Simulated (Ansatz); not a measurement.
# Single-point calculation, with input and output: Al$_{16}$O$_{25}$ (part 1 of 2)

Al$_{16}$O$_{25}$ (defect cell, 41 atoms in the cell), computed with DFT PBE, scalar-relativistic, plane waves, PAW, spin-polarised (Ansatz 0.2.0).

The structure derives from an entry of the Crystallography Open Database. Figures and captions count atoms from 1; the log counts them from 0 in places.

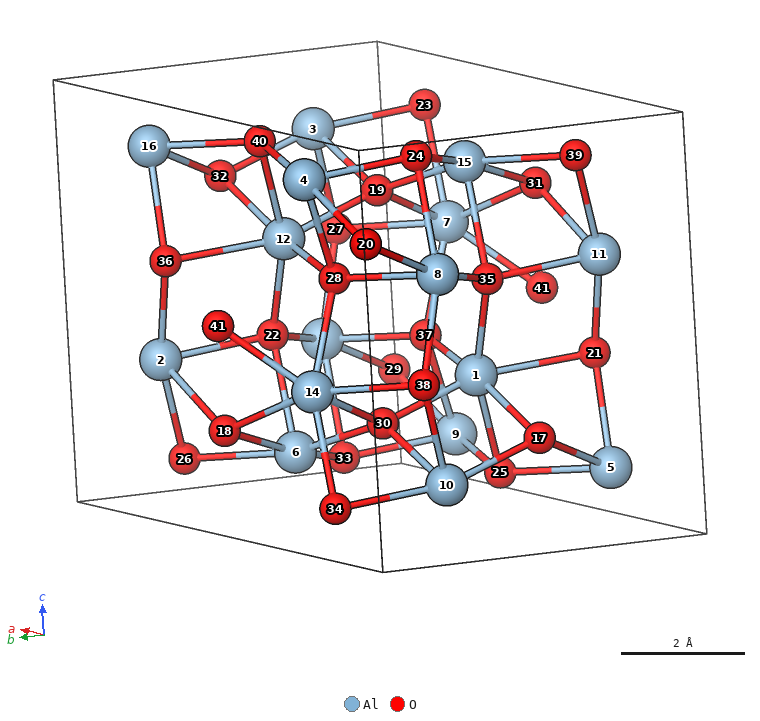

Fig. 1: The structure as given in the input (ball-and-stick view of the cell of the calculation, seen at an oblique angle; atoms are numbered from 1 in the order of the input). An atom can appear more than once, as a periodic image.

**Key numbers**

| quantity | value |
| --- | --- |
| outcome | converged |
| electrons treated | 198 |
| free energy | −22837.3465 eV |
| Fermi energy | 9.561 eV |
| gap on the k-point mesh | 1.10 eV |
| net moment of the cell | 2.00 μB |
| integrated absolute moment | 2.13 μB |
| largest force (length of the vector) | 0.016 eV/Å |
| hardware | 4 threads of Arm Neoverse V2, 24 GiB of memory available, shared host |
| wall time | 46 s (CPU time 2.9 min) |
| peak memory | 1.4 GiB |

**Notes**

Notes on the run: the state was not tested for a lower one.

**Input**
```yaml
crystal:
  lattice:
    - [-4.7605, -2.748476, 4.331867]
    - [4.7605, -2.748476, 4.331867]
    - [0.0, 5.496952, 4.331867]
  atoms:
    - { symbol: Al, position: [0.3482384254, 0.3568321407, 0.3510715688] }
    - { symbol: Al, position: [0.8586079522, 0.8500883358, 0.3473698673] }
    - { symbol: Al, position: [0.8508950787, 0.3491321694, 0.8500833917] }
    - { symbol: Al, position: [0.3518760512, 0.8464714877, 0.8578072102] }
    - { symbol: Al, position: [0.1451457258, 0.1482536512, 0.1468433666] }
    - { symbol: Al, position: [0.6500454339, 0.6458402684, 0.1442754149] }
    - { symbol: Al, position: [0.6458371058, 0.1440796203, 0.645042011] }
    - { symbol: Al, position: [0.1476555337, 0.6433871831, 0.6491950744] }
    - { symbol: Al, position: [0.6498378651, 0.1516620243, 0.1422886078] }
    - { symbol: Al, position: [0.1508567181, 0.6490510129, 0.150044403] }
    - { symbol: Al, position: [0.1431200802, 0.1480527306, 0.6526911646] }
    - { symbol: Al, position: [0.6535049948, 0.641304322, 0.6489944403] }
    - { symbol: Al, position: [0.8540801481, 0.3547730456, 0.3508692052] }
    - { symbol: Al, position: [0.355965607, 0.8541074653, 0.355090264] }
    - { symbol: Al, position: [0.3516628332, 0.3522850478, 0.855804513] }
    - { symbol: Al, position: [0.856581295, 0.8498736735, 0.8532641707] }
    - { symbol: O, position: [0.0958746389, 0.4069536351, 0.2490417823] }
    - { symbol: O, position: [0.6051607885, 0.9005278854, 0.225329343], spin: 0.11 }
    - { symbol: O, position: [0.596640603, 0.3987474418, 0.751181555] }
    - { symbol: O, position: [0.1022284061, 0.899932141, 0.7518194549], spin: 0.01 }
    - { symbol: O, position: [0.2262159747, 0.1033720514, 0.4015360717], spin: 0.11 }
    - { symbol: O, position: [0.7526843626, 0.6004638565, 0.4008763199], spin: 0.01 }
    - { symbol: O, position: [0.7520552719, 0.0948469786, 0.8997195011] }
    - { symbol: O, position: [0.2498294213, 0.5940896938, 0.9079327366] }
    - { symbol: O, position: [0.4017160364, 0.2508763078, 0.1014498403], spin: 0.01 }
    - { symbol: O, position: [0.9087577816, 0.748032777, 0.0950343393] }
    - { symbol: O, position: [0.9005566663, 0.2502374742, 0.5958327021] }
    - { symbol: O, position: [0.402330146, 0.7243949535, 0.6043573321], spin: 0.11 }
    - { symbol: O, position: [0.8994929713, 0.0982205616, 0.2482593705], spin: 0.01 }
    - { symbol: O, position: [0.4051029316, 0.5993830461, 0.2488863023] }
    - { symbol: O, position: [0.3965713693, 0.0975939824, 0.7748166897], spin: 0.11 }
    - { symbol: O, position: [0.9058533967, 0.5912286469, 0.7510257436] }
    - { symbol: O, position: [0.7519073366, 0.4040663822, 0.0921499038] }
    - { symbol: O, position: [0.2497034493, 0.9033051604, 0.100367116] }
    - { symbol: O, position: [0.2490565153, 0.3976666651, 0.5992063372], spin: 0.01 }
    - { symbol: O, position: [0.7755029561, 0.8947701123, 0.5985218651], spin: 0.11 }
    - { symbol: O, position: [0.5994019283, 0.2737418022, 0.3956658271], spin: 0.11 }
    - { symbol: O, position: [0.1011740794, 0.7479395959, 0.4042567298] }
    - { symbol: O, position: [0.092981392, 0.2501215839, 0.9050573962] }
    - { symbol: O, position: [0.6000219199, 0.7472528864, 0.8986110371], spin: 0.01 }
    - { symbol: O, position: [0.5008902991, -0.0008938979, 0.500116969], spin: 1.06 }
magnetization:
  spin_polarized: true
basis:
  ecutwfc: 420
  fft_grid_basis: typed
kpoints:
  mp_grid: { grid: [3, 3, 3] }
hamiltonian:
  xc: pbe
  pseudopotentials: { kind: paw }
scf:
  occupations: { method: gaussian, width: 0.05 }
  n_extra_bands: 15
output:
  forces: true
  stress: false
  eigenvalues: true
  bader: false
  write_density: false
  volumetric_format: npy
  populations: true
  band_densities:
    - { e_range: [-1.15, -0.54] }
    - { e_range: [0.54, 1.15] }
    - { e_range: [0.52, 0.65] }
    - { e_range: [-0.72, -0.52] }
    - { e_range: [-1.22, -0.87] }
  dos:
    e_range: [-30, 8]
    de: 0.02
    method: { smearing: { sigma: 0.03, scheme: gaussian } }
    projected: { site_lists: { Al: [Al], O: [O] } }
checkpoint:
  read: start.run
  write: ck
  compress: false
  write_wavefunctions: false
  write_every: 100000
```

Command:
```bash
ansatz run input.yaml --threads 4 --pin off --max-ram 10240MiB --backend cpu --events-out ev --progress --plain --runs-dir out
```

**The program's output**
```
Warning: the band count 114 (scf.n_extra_bands) hosts the net moment |M| = 1.7800 μB (N_el = 198) but caps the reachable moment at 2·n_bands − N_el = 30.0000 μB, below the 141 bands that the automatic rule leaves for it — a moment growing past the seed, or the majority channel's smearing tail, pins there with fewer empty majority states than that count leaves; raise or omit scf.n_extra_bands unless the cap is intended
Warning: checkpoint.read: spin seed differs: saved 97159d219a73…, current ef6eb22e1e34…; the loaded state replaces the seed-built initial guess (but the starting_ns of a DFT+U solve that opens without the state's occupation matrices), so the run may converge into the producing seed's basin, or, where the symmetry group that follows from this deck's starting moments and starting_ns does not hold the saved magnetisation, lose that magnetisation at its first build. Where atoms have moved since the state was saved, this difference can also decide whether moments are moved with them. A self-consistent run of this deck without the state starts from its starting moments and, under a DFT+U term, its starting_ns
scf.n_extra_bands = 15 over 99 filled bands (N_el = 198.0): the run solves 114 bands
Engine: ansatz 0.2.0, aarch64-unknown-linux-gnu
Pseudopotentials: kind: paw
Pseudopotential: Al, paw, valence charge 3, recommended cutoff 420 eV (normal), Al.paw.azcp
Pseudopotential: O, paw, valence charge 6, recommended cutoff 420 eV (normal), O.paw.azcp
Functional definition: PBE
  parameter kappa = 0.804
  parameter beta = 0.06672455060314922
  exchange = pbe_x(kappa = kappa, mu = beta*pi^2/3)
  correlation = pbe_c(beta = beta)
Crystal: 41 atoms, lattice volume = 340.072 Å³
Basis set: ecut = 420 eV, 6681 PW (Γ), exchange–correlation on 96×96×96 points (8 copies of the dense FFT grid, shifted against one another)
Bands: 114, of which v1, the nominal top of the filled ones, is band 99 counted from 1 (98 counted from 0)
Symmetry: 1 space group operations
Space group: P1 (ITA 1), of the structure as read, at distance tolerance 7.0e-5 Å
Magnetic group: BNS 1.1 (UNI 1), of the structure as read, at distance tolerance 7.0e-5 Å
k-points: 14 of 27 (time reversal used)
Non-local potential: Al, projectors of the file, l = 0: 2, l = 1: 2, l = 2: 1
Non-local potential: O, projectors of the file, l = 0: 2, l = 1: 2, l = 2: 1
PAW form: soft (Blöchl's): semilocal exchange-correlation on the pseudo side does not see the compensation charge
PAW one-centre angular grid: Al, 110 points (default); XC on 64 Gauss nodes
PAW one-centre angular grid: O, 110 points (default); XC on 64 Gauss nodes
Initial density: read from a saved state, or passed on in memory by an earlier SCF of this step, an earlier step, the calling program or the single point that the run made first
Stability of the state it starts from, as read at its close in the collinear treatment: not read negative (Ritz values of 1 − χ₀K, real part plus size of imaginary part, from 0.83 to 0.84, by its mixing steps under no symmetry); its run was given moments
Starting moments: Σ|m| = 1.78 μB on 13 of 41 sites; this step starts from the density that it was given
Initial wavefunctions: pseudopotential atomic-orbital guess
Functional: x = pbe(κ = 0.804, μ = 0.2195149727645171), c = pbe(β = 0.06672455060314922)
iter 1 solved again at ethr=5.19e-8 eV; its pass at ethr=3.10e-3 eV (dr2=1.03e-4 eV) is discarded
SCF iter   1: F=—  HF=-22837.346105 eV  |F-HF|=—  |Δ(HF+E_count)|=         —  Δρ=3.11e-6 (↑2.15e-6 ↓3.11e-6)  dr2=7.14e-8  dr2_m=5.50e-9  M=2.000 μB ∫|m|=2.124 μB  β_m=0.30  ethr=5.19e-8  ⟨swp⟩=4.0  Hψ=24118  notcnv=0
preconditioner: auto → Resta (q_TF=auto, 2.493 Å⁻¹)  ε∞=4.3  [insulator: Δε(μ)=1.102 eV  Ē_g=15.595 eV  σ=0.050 eV  W_gap=1.00  n_scr=86 (ndim 8)  ℏωp=28.3 eV  f_vac=0.000  D(μ)=0.00/eV (n_scr^D=0)  ε∞_Penn≈4.3]
spin=Collinear: Resta preconditioning applied to the charge; magnetization (m = ρ↑ − ρ↓) channel mixes plain (no charge-response kernel on spin).
SCF iter   2: F=—  HF=-22837.346548 eV  |F-HF|=—  |Δ(HF+E_count)|=   4.44e-4  Δρ=1.47e-6 (↑1.30e-6 ↓1.47e-6)  dr2=2.00e-8  dr2_m=2.07e-9  M=2.000 μB ∫|m|=2.124 μB  β_m=0.44  ethr=3.61e-11  ⟨swp⟩=10.0  Hψ=13499  notcnv=0
SCF iter   3: F=-22837.346548 eV  HF=-22837.346548 eV  |F-HF|=4.97e-9  |Δ(HF+E_count)|=   8.95e-9  Δρ=6.65e-7 (↑6.26e-7 ↓6.65e-7)  dr2=5.26e-9  dr2_m=4.24e-10  M=2.000 μB ∫|m|=2.124 μB  ethr=1.01e-11  ⟨swp⟩=1.0  Hψ=8701  notcnv=0
SCF 1 converged in 3 iterations: F = -22837.346548 eV  dr2 = 5.26e-9
  greatest PAW one-centre occupation: 0.900 electrons in one spin orbital (limit 2), on the O atom at site 40 (counted from 0), in its partial waves of l = 0
SCF converged after 3 iterations
Magnetization: 2.0000 μB (100.0000 up, 98.0000 down)
Absolute magnetization: 2.1253 μB (∫|ρ↑−ρ↓|, with the PAW one-centre terms)
Spin contamination: 0.0049 ħ² per cell (⟨S²⟩ above its minimum at these occupations)
Per-site moments (μB) at R_I (Å): [(-0.00014494557510616687, 0.7637011889418287), (-0.00014491295074485816, 0.7637343994749268), (0.0003477258485368267, 0.7583871200905653), (-0.0001435253845897097, 0.7635867493863004), (0.0007945099580280164, 0.7581809428653636), (0.0007885749872781726, 0.7581172984348875), (-0.003428802341593105, 0.7770230775292978), (0.0007911358520505135, 0.7581865322761634), (-0.00014359193167839005, 0.7636403007193576), (0.0003466594733699319, 0.7585107755005978), (-0.00014562548468834445, 0.7637360401641674), (-0.00014565445430576133, 0.7637588581789119), (0.0007922492767745412, 0.7581788499900681), (-0.0034251952803367614, 0.7772101281880969), (0.0007910117684555456, 0.7581746437581454), (0.0007949048887366219, 0.7581242027890602), (0.0035259992524650724, 0.7581788499900681), (0.11302618354641253, 0.7636403007193576), (0.0021335023759898896, 0.7638196031883856), (0.005314632684189388, 0.7654495396228266), (0.11373396576664468, 0.7637360401641674), (0.005291628302615449, 0.765457146162744), (0.0021271065387152045, 0.763841658077689), (0.0035081635972287963, 0.7581746437581454), (0.005300309802208303, 0.7654955294019148), (0.0035026415073978944, 0.7581242027890602), (0.0021340542814250133, 0.7638302257131536), (0.11345863861656034, 0.7637588581789119), (0.005298217353521284, 0.7654616339962778), (0.002145444670177497, 0.7638024844289805), (0.11352604903397902, 0.7635867493863004), (0.0035434600166961, 0.7581865322761634), (0.003528803035847948, 0.7581172984348875), (0.0021400906710398876, 0.7637922898486326), (0.0052867548444201756, 0.7655001200666427), (0.1141858453045985, 0.7637343994749268), (0.11369748509426032, 0.7637011889418287), (0.002147093163771314, 0.7638268249252294), (0.0035159215750061486, 0.7581809428653636), (0.00526955633473009, 0.7655432249384345), (1.062437132238016, 0.7770230775292978)]
Free energy (F): -22837.346548 eV
Harris-Foulkes:  -22837.346548 eV  (|F-HF|=4.97e-9)
Internal energy: -22837.346548 eV  (E = F + TS)
E sigma→0 (E₀):  -22837.346548 eV
Fermi energy:    9.560681 eV
--- Per-component energies (eV) ---
  E_band       = 321.787744
  E_kinetic    = 4925.566655
  E_local      = -8113.975713  (includes V_loc(G=0)·N_el)
  E_nonlocal   = 1350.042031
  E_hartree    = 3009.699997
  E_xc         = -2531.843089
  E_vxc        = -2887.532734  (∫ρ·V_xc dr)
  E_paw        = -11447.302027  (= ΣΔE_a)
  E_vpaw       = -971.774416  (= ΣTr[D̂ρ^β])
  E_aug_tail   = 0.063068  (compensation charges beyond the density's cutoff)
  E_ewald      = -10029.597472
  E_smearing   = -0.000000  (= −TS)
  E_closure    = -0.000000  (closes the sum)
  Σ components = -22837.346548   (vs F -22837.346548, Δ=0.00e0)
```
